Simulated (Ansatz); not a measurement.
**Zr$_{8}$HS$_{16}$: geometry relaxation (part 2 of 2)**

Continued. System: Zr$_{8}$HS$_{16}$ (defect cell, 25 atoms in the cell). Method: DFT PBE, scalar-relativistic, plane waves, PAW, spin-polarised (Ansatz 0.2.0); cutoff 420 eV, 2×2×2 k-mesh, Gaussian smearing of 0.02 eV, collinear spins. The structure derives from a Materials Project entry. It belongs to a series of runs on one base structure; here: H interstitial, charge +0, atoms relaxed.

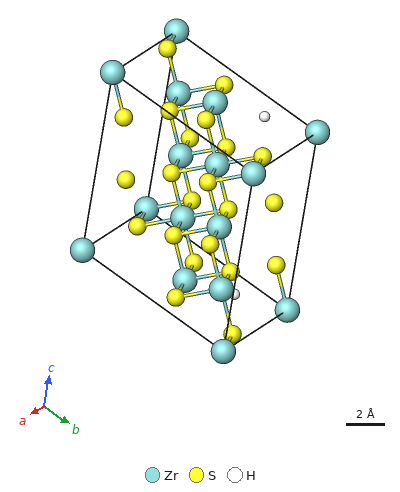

The geometry at step 2 of the log (ball-and-stick view of the cell of the calculation, seen slightly off an axis).

## Output, continued
```
  k-point 1 ↑: bands = ["-43.8527", "-43.8418", "-43.8230", "-43.8224", "-43.8164", "-43.8153", "-43.8134", "-43.8127", "-21.9800", "-21.9714", "-21.9597", "-21.9505", "-21.9448", "-21.8899", "-21.8789", "-21.8788", "-21.8688", "-21.8596", "-21.8505", "-21.8502", "-21.8476", "-21.8371", "-21.8360", "-21.8319", "-21.8305", "-21.8259", "-21.8183", "-21.7926", "-21.7830", "-21.7759", "-21.7703", "-21.7523", "-7.1886", "-6.7700", "-6.7641", "-6.5116", "-6.4198", "-6.4089", "-6.2825", "-6.2731", "-6.2691", "-6.2606", "-6.2187", "-6.2108", "-6.1608", "-6.1374", "-6.0758", "-6.0654", "1.0403", "1.1557", "1.2461", "1.3091", "1.5532", "1.5582", "1.6279", "1.7187", "1.8169", "1.8468", "2.0991", "2.1281", "2.1326", "2.1389", "2.1930", "2.2146", "2.5213", "2.5760", "2.6810", "2.6812", "2.6862", "2.6898", "2.7179", "2.7802", "2.8007", "2.8782", "2.9135", "2.9230", "2.9444", "3.0036", "3.0305", "3.1909", "3.1992", "3.4938", "3.5026", "3.8575", "3.8607", "3.8899", "3.9877", "4.0568", "4.0609", "4.1122", "4.1964", "4.2011", "4.3892", "4.5081", "4.6629", "4.8317", "5.0676", "6.3962", "6.5540", "6.6073", "6.7659", "6.8001", "6.8170", "7.2024", "7.3183", "7.3213", "7.7104", "7.7264", "7.7851", "7.8831", "7.8861", "8.2505", "8.2566", "8.2654", "8.3817", "8.4211", "8.5201", "8.5231", "8.5640", "8.5717", "8.5782", "9.5272"]
  k-point 2 ↑: bands = ["-43.8528", "-43.8417", "-43.8239", "-43.8203", "-43.8181", "-43.8150", "-43.8140", "-43.8118", "-21.9840", "-21.9761", "-21.9691", "-21.9342", "-21.9091", "-21.9015", "-21.8915", "-21.8878", "-21.8785", "-21.8737", "-21.8553", "-21.8552", "-21.8433", "-21.8353", "-21.8350", "-21.8274", "-21.8240", "-21.8060", "-21.8025", "-21.8023", "-21.7881", "-21.7796", "-21.7725", "-21.7524", "-7.2013", "-6.7068", "-6.6967", "-6.5189", "-6.4878", "-6.4645", "-6.4197", "-6.2710", "-6.2600", "-6.2476", "-6.2041", "-6.1900", "-6.1507", "-6.1030", "-6.0755", "-6.0188", "1.0126", "1.1029", "1.1308", "1.3745", "1.6561", "1.7422", "1.8082", "1.8503", "1.8725", "1.9283", "2.0230", "2.0677", "2.1133", "2.1308", "2.1382", "2.1752", "2.2228", "2.4211", "2.4524", "2.5012", "2.5181", "2.6738", "2.7161", "2.7881", "2.8992", "2.9165", "2.9317", "3.0268", "3.0666", "3.1050", "3.2020", "3.2766", "3.3590", "3.5276", "3.5465", "3.6927", "3.7356", "3.8589", "3.8929", "3.9244", "3.9411", "4.1255", "4.2381", "4.4268", "4.4609", "4.5830", "4.6444", "4.6879", "5.1477", "6.4025", "6.4882", "6.6901", "6.9300", "6.9754", "6.9906", "7.0794", "7.1735", "7.4148", "7.4717", "7.5448", "7.5879", "7.8863", "8.1160", "8.2562", "8.2867", "8.2909", "8.3592", "8.4863", "8.5143", "8.5242", "8.6050", "8.6149", "8.6425", "9.5984"]
  k-point 3 ↓: bands = ["-43.8538", "-43.8414", "-43.8193", "-43.8153", "-43.8134", "-43.8101", "-43.8090", "-43.8068", "-21.9798", "-21.9731", "-21.9635", "-21.9314", "-21.9027", "-21.8968", "-21.8913", "-21.8844", "-21.8737", "-21.8730", "-21.8524", "-21.8505", "-21.8392", "-21.8312", "-21.8302", "-21.8227", "-21.8196", "-21.8014", "-21.7988", "-21.7970", "-21.7835", "-21.7727", "-21.7666", "-21.7471", "-7.1937", "-6.6990", "-6.6895", "-6.5101", "-6.4814", "-6.4581", "-6.4139", "-6.2640", "-6.2526", "-6.2407", "-6.1980", "-6.1832", "-6.1442", "-6.0965", "-6.0693", "-6.0129", "1.0442", "1.1217", "1.1450", "1.4902", "1.7326", "1.7673", "1.8341", "1.8573", "1.8783", "1.9366", "2.0686", "2.0855", "2.1195", "2.1382", "2.1472", "2.1815", "2.2331", "2.4529", "2.4599", "2.5078", "2.5320", "2.7063", "2.7218", "2.8576", "2.9211", "2.9262", "2.9435", "3.0605", "3.0730", "3.1122", "3.2121", "3.2838", "3.3686", "3.5468", "3.5710", "3.7062", "3.7420", "3.8707", "3.9001", "3.9303", "3.9490", "4.1330", "4.3323", "4.4662", "4.4997", "4.5938", "4.6559", "4.6978", "6.4057", "6.4546", "6.6734", "6.9279", "6.9733", "6.9955", "7.0643", "7.1787", "7.3762", "7.4416", "7.5151", "7.5598", "7.8596", "8.1197", "8.2346", "8.2765", "8.2981", "8.3478", "8.4169", "8.5119", "8.5225", "8.5874", "8.6153", "8.6307", "8.8302", "9.6035"]
--- Relaxed structure (2 steps of the walk, 2 accepted, 0 SCFs on fresh bases) ---
  F+E_penalty+E_count = -47954.78453581 eV   max|allowed force component| = 1.800e-2 eV/Å
  atoms:
    - { symbol: Zr, position: [0.000395772845984763, 4.170037170176709e-5, 3.105853779708788e-5] }
    - { symbol: Zr, position: [0.49947127335373875, 0.5004918249163435, 2.6713525346999667e-5] }
    - { symbol: Zr, position: [0.3751081565462095, 0.3749130734595238, 0.25029759306879107] }
    - { symbol: Zr, position: [0.2500572930619361, 0.24993878575683767, 0.4999098096857658] }
    - { symbol: Zr, position: [0.12483805821115507, 0.12463792920246303, 0.7497455484315081] }
    - { symbol: Zr, position: [0.8753344529676347, 0.8752175027243806, 0.25039279453644575] }
    - { symbol: Zr, position: [0.750116406990047, 0.7500475651586511, 0.5000787390765588] }
    - { symbol: Zr, position: [0.6249352763998415, 0.6248140736975261, 0.7495819874614165] }
    - { symbol: S, position: [0.6023015341619088, 0.8164968538258862, 0.2513240694466843] }
    - { symbol: S, position: [0.10099599788686431, 0.3152655876751651, 0.24985552225913668] }
    - { symbol: S, position: [0.9760506502087298, 0.1905606985331179, 0.5000514972296667] }
    - { symbol: S, position: [0.8511640566544328, 0.06541488124128836, 0.7501803074736307] }
    - { symbol: S, position: [0.7267519583478965, 0.9404200200871653, -8.780615222914179e-6] }
    - { symbol: S, position: [0.47597421926005856, 0.6905257940776531, 0.49994127217782036] }
    - { symbol: S, position: [0.3509856673006816, 0.5651411455524558, 0.7486374253742237] }
    - { symbol: S, position: [0.22527959706176381, 0.439341541554532, 1.5933283492808314e-5] }
    - { symbol: S, position: [0.1490257540967022, 0.9348145803333012, 0.25073726040674066] }
    - { symbol: S, position: [0.6485497754425784, 0.43471967616404616, 0.24957481154173178] }
    - { symbol: S, position: [0.5241779409119048, 0.3092531987721481, 0.5000287796987393] }
    - { symbol: S, position: [0.3989960885233642, 0.18517140300710255, 0.7504556998157853] }
    - { symbol: S, position: [0.274427933368276, 0.05992955396460356, 1.9241374087181073e-5] }
    - { symbol: S, position: [0.024120553797108812, 0.8092424611239772, 0.49996386616169597] }
    - { symbol: S, position: [0.8982613620076911, 0.6840876267721434, 0.7492405448374607] }
    - { symbol: S, position: [0.7731634409935717, 0.5595521151762133, -1.2015001193244057e-5] }
    - { symbol: H, position: [0.24738124829992014, 0.7374474449517744, -0.0031930949881101567] }
--- Löwdin populations: 25 sites ---
  site symbol       q [e]    m [muB]
     0     Zr     11.1757    -0.0033
     1     Zr     11.1739    -0.0068
     2     Zr     11.1808     0.0127
     3     Zr     11.1807     0.0116
     4     Zr     11.1807     0.0125
     5     Zr     11.1801     0.0111
     6     Zr     11.1806     0.0116
     7     Zr     11.1804     0.0124
     8      S      6.3381     0.0081
     9      S      6.3421    -0.0002
    10      S      6.3447     0.0047
    11      S      6.3421    -0.0002
    12      S      6.3444     0.0009
    13      S      6.3446     0.0048
    14      S      6.3376     0.0082
    15      S      6.3366     0.0079
    16      S      6.3385     0.0060
    17      S      6.3423    -0.0006
    18      S      6.3444     0.0051
    19      S      6.3424    -0.0006
    20      S      6.3396     0.0071
    21      S      6.3445     0.0049
    22      S      6.3381     0.0061
    23      S      6.3440     0.0007
    24      H      1.0216     0.8607
  spilling = 0.005604 (of n_electrons = 193.000000)
```

## File populations.tsv
```
# site	symbol	l	j	q_up	q_dn
# orbitals = lowdin
# n_electrons = 193.000000
# spilling = 0.005604
0	Zr	0_4S	-	0.983756	0.983732
0	Zr	0_5S	-	0.265784	0.266125
0	Zr	1_4P	-	2.997266	2.997261
0	Zr	2_4D	-	1.339368	1.342367
1	Zr	0_4S	-	0.983790	0.983757
1	Zr	0_5S	-	0.265618	0.266333
1	Zr	1_4P	-	2.997265	2.997265
1	Zr	2_4D	-	1.336850	1.343001
2	Zr	0_4S	-	0.983756	0.983752
2	Zr	0_5S	-	0.265399	0.264804
2	Zr	1_4P	-	2.997251	2.997171
2	Zr	2_4D	-	1.350340	1.338348
3	Zr	0_4S	-	0.983747	0.983741
3	Zr	0_5S	-	0.265345	0.264819
3	Zr	1_4P	-	2.997253	2.997171
3	Zr	2_4D	-	1.349769	1.338809
4	Zr	0_4S	-	0.983758	0.983755
4	Zr	0_5S	-	0.265401	0.264815
4	Zr	1_4P	-	2.997251	2.997172
4	Zr	2_4D	-	1.350197	1.338347
5	Zr	0_4S	-	0.983759	0.983752
5	Zr	0_5S	-	0.265982	0.264771
5	Zr	1_4P	-	2.997259	2.997164
5	Zr	2_4D	-	1.348592	1.338809
6	Zr	0_4S	-	0.983747	0.983742
6	Zr	0_5S	-	0.265345	0.264818
6	Zr	1_4P	-	2.997253	2.997171
6	Zr	2_4D	-	1.349756	1.338811
7	Zr	0_4S	-	0.983757	0.983751
7	Zr	0_5S	-	0.265965	0.264743
7	Zr	1_4P	-	2.997257	2.997157
7	Zr	2_4D	-	1.349413	1.338361
8	S	0_3S	-	0.882109	0.878577
8	S	1_3P	-	2.290980	2.286437
9	S	0_3S	-	0.880207	0.880205
9	S	1_3P	-	2.290726	2.290918
10	S	0_3S	-	0.880563	0.880357
10	S	1_3P	-	2.294115	2.289665
11	S	0_3S	-	0.880202	0.880203
11	S	1_3P	-	2.290753	2.290983
12	S	0_3S	-	0.880302	0.880122
12	S	1_3P	-	2.292340	2.291597
13	S	0_3S	-	0.880558	0.880358
13	S	1_3P	-	2.294144	2.289521
14	S	0_3S	-	0.882256	0.878413
14	S	1_3P	-	2.290656	2.286290
15	S	0_3S	-	0.882721	0.878122
15	S	1_3P	-	2.289527	2.286204
16	S	0_3S	-	0.881867	0.878652
16	S	1_3P	-	2.290426	2.287603
17	S	0_3S	-	0.880128	0.880132
17	S	1_3P	-	2.290756	2.291320
18	S	0_3S	-	0.880516	0.880351
18	S	1_3P	-	2.294210	2.289284
19	S	0_3S	-	0.880126	0.880133
19	S	1_3P	-	2.290784	2.291378
20	S	0_3S	-	0.881762	0.879193
20	S	1_3P	-	2.291578	2.287042
21	S	0_3S	-	0.880514	0.880345
21	S	1_3P	-	2.294147	2.289453
22	S	0_3S	-	0.881995	0.878494
22	S	1_3P	-	2.290087	2.287505
23	S	0_3S	-	0.880241	0.880105
23	S	1_3P	-	2.292141	2.291552
24	H	0_1S	-	0.941135	0.080482
```

## Trajectory as extended XYZ (Å, eV, eV/Å), 2 frames, from step=1 to step=2
```
25
Lattice="5.5278 -3.1915 6.7579 5.5278 -3.1915 -6.7579 -1.8426 9.5745 0.0000" Properties=species:S:1:pos:R:3:forces:R:3 step=1 energy=-47954.78378
Zr    0.0000    0.0000    0.0000    0.0082  -0.0031  -0.0267
Zr    5.5278   -3.1915    0.0000    0.0031   0.0001   0.0279
Zr    3.6852    0.0000    0.0000   -0.0046  -0.0041   0.0006
Zr    1.8426    3.1915    0.0000    0.0019  -0.0010   0.0014
Zr    0.0000    6.3830    0.0000    0.0019   0.0070   0.0006
Zr    9.2130   -3.1915    0.0000    0.0067   0.0090  -0.0021
Zr    7.3704    0.0000    0.0000    0.0018  -0.0009   0.0010
Zr    5.5278    3.1915    0.0000   -0.0043  -0.0103  -0.0021
S     7.3704   -2.1277   -1.4483    0.0365   0.0256   0.0136
S     1.8426    1.0638   -1.4483   -0.0088  -0.0010   0.0015
S     5.5278    1.0638    5.3096   -0.0100   0.0011  -0.0054
S     3.6852    4.2553    5.3096   -0.0037   0.0080   0.0017
S     9.2130   -5.3191   -1.4483    0.0095  -0.0055   0.0033
S     5.5278    1.0638   -1.4483   -0.0063   0.0077  -0.0055
S     3.6852    4.2553   -1.4483   -0.0037  -0.0464   0.0137
S     3.6852   -2.1277   -1.4483   -0.0414   0.0237   0.0097
S     5.5278   -1.0638   -5.3096    0.0041   0.0304  -0.0105
S     5.5278   -1.0638    1.4483    0.0031  -0.0119  -0.0041
S     3.6852    2.1277    1.4483    0.0064  -0.0043   0.0058
S     1.8426    5.3191    1.4483    0.0119   0.0031  -0.0042
S     1.8426   -1.0638    1.4483    0.0206  -0.0120  -0.0042
S     3.6852    2.1277   -5.3096    0.0066  -0.0039   0.0056
S     7.3704    2.1277    1.4483   -0.0255  -0.0192  -0.0105
S     7.3704   -4.2553    1.4483   -0.0123   0.0070  -0.0032
H     5.4526   -3.1746   -3.3088   -0.0017   0.0006  -0.0078
25
Lattice="5.5278 -3.1915 6.7579 5.5278 -3.1915 -6.7579 -1.8426 9.5745 0.0000" Properties=species:S:1:pos:R:3:forces:R:3 step=2 energy=-47954.78454
Zr    0.0024   -0.0011    0.0024   -0.0086   0.0047  -0.0083
Zr    5.5276   -3.1911   -0.0069    0.0017  -0.0012  -0.0064
Zr    3.6848    0.0028    0.0013    0.0049  -0.0168   0.0012
Zr    1.8427    3.1906    0.0008   -0.0015   0.0101   0.0035
Zr   -0.0024    6.3822    0.0014    0.0167   0.0039   0.0011
Zr    9.2153   -3.1895    0.0008   -0.0038  -0.0116  -0.0023
Zr    7.3712    0.0002    0.0005   -0.0075  -0.0017   0.0037
Zr    5.5272    3.1883    0.0008    0.0086   0.0104  -0.0023
S     7.3798   -2.1218   -1.4475   -0.0134  -0.0069  -0.0121
S     1.8406    1.0637   -1.4480   -0.0051  -0.0054   0.0078
S     5.5274    1.0645    5.3083   -0.0028   0.0010   0.0032
S     3.6844    4.2573    5.3100    0.0023   0.0063   0.0073
S     9.2158   -5.3208   -1.4439    0.0065  -0.0034  -0.0020
S     5.5270    1.0638   -1.4499   -0.0027   0.0018   0.0035
S     3.6847    4.2440   -1.4472   -0.0008   0.0143  -0.0124
S     3.6739   -2.1210   -1.4466    0.0180  -0.0108  -0.0123
S     5.5293   -1.0584   -5.3103    0.0008  -0.0073   0.0137
S     5.5282   -1.0677    1.4450    0.0004  -0.0076  -0.0028
S     3.6857    2.1276    1.4524   -0.0003  -0.0055  -0.0021
S     1.8464    5.3208    1.4450    0.0059   0.0034  -0.0024
S     1.8482   -1.0669    1.4496   -0.0178   0.0099   0.0096
S     3.6854    2.1272   -5.3058    0.0041   0.0028  -0.0017
S     7.3664    2.1235    1.4474    0.0061   0.0025   0.0142
S     7.3670   -4.2535    1.4436   -0.0105   0.0065   0.0016
H     5.4498   -3.1736   -3.3118   -0.0012   0.0005  -0.0032
```

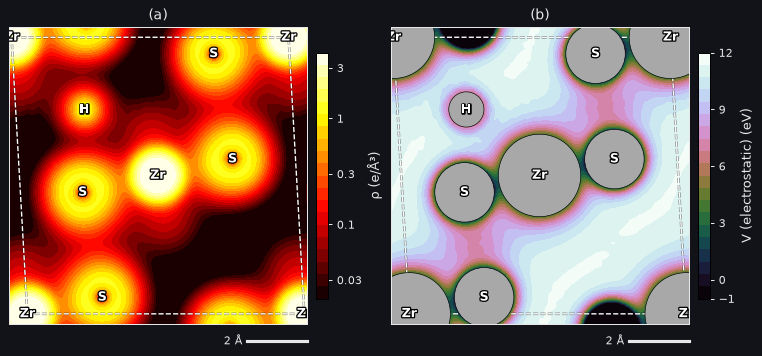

(a) valence pseudo-density; (b) electrostatic potential energy of an electron on the (001) plane of the calculation cell. Grey discs, where drawn, cover atomic cores. The section cuts through Zr, S and H sites. Zr–S (2.58 Å): the density is about 0.43 e/Å³ at the midpoint. S–H (2.78 Å): ρ is about 0.14 e/Å³ halfway, with its minimum of 0.08 e/Å³ about 1.7 Å from S. Away from the nuclei the density in this plane falls to 0.003 e/Å³ at its lowest. Outside the cores the potential energy rises away from the atoms and is highest about 2.3 Å from the nearest atoms; outside the discs it spans about 12 eV, and its zero is arbitrary. The fields are those of the smooth PAW valence density.

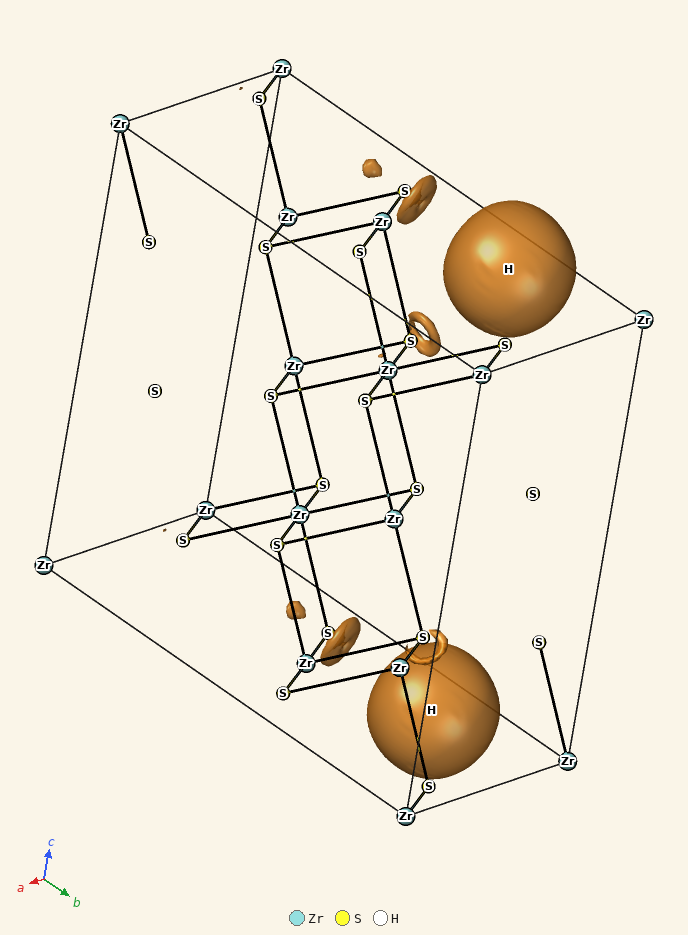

Isosurfaces of the magnetisation density (up minus down) at +0.008 (orange) and −0.008 e/Å³ (purple), seen slightly off an axis. Sticks mark near contacts. The outline is the calculation cell. The spin density sits on H: +0.8 μB in one cell of 25 atoms. The cell of the calculation (25 atoms) carries 1.0 μB net. Only one sign reaches the isovalue.

## Results in brief

```tsv
quantity	value
outcome	converged
electrons treated	193
free energy	−47954.7845 eV
Fermi energy	5.734 eV
gap on the k-point mesh	1.11 eV
net moment of the cell	1.00 μB
integrated absolute moment	1.06 μB
final volume	635.85 Å³
largest force (length of the vector) at the end	0.024 eV/Å
hardware	4 threads of Oxide Virtual Turin-like (Zen 5), 32 GiB of memory available, shared host
wall time	61 s (CPU time 3.8 min)
peak memory	1.9 GiB
```
